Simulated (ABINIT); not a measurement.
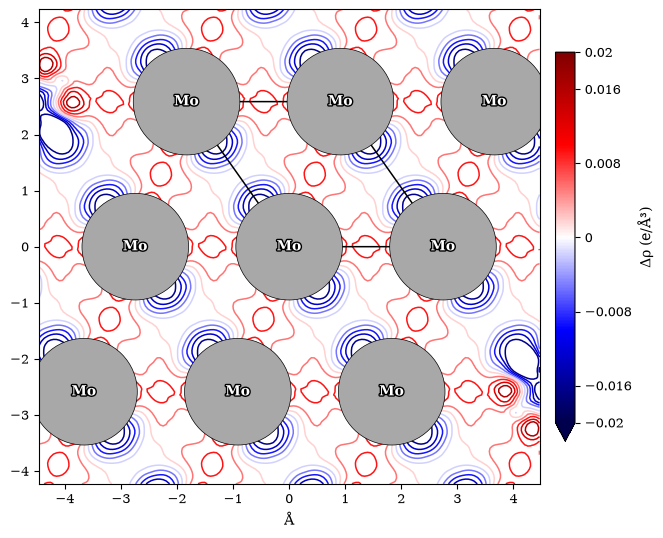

Mo. Difference of the valence pseudo-densities of two functionals at the same geometry, on the (11̄0) plane of the calculation cell: one of SCAN and WC less the other.

Both computed with ABINIT (plane waves, PAW), on the same k-point mesh. Grey discs cover the atomic cores.

```xyz
1
Lattice="-1.5838 1.5838 1.5838 1.5838 -1.5838 1.5838 1.5838 1.5838 -1.5838" Properties=species:S:1:pos:R:3 pbc="T T T"
Mo    0.0000    0.0000    0.0000
```

**Which was subtracted from which, and what does the map show?**

It is SCAN less WC. Against WC, SCAN gives a change of +0.010 e/Å³ at the midpoint of Mo–Mo.
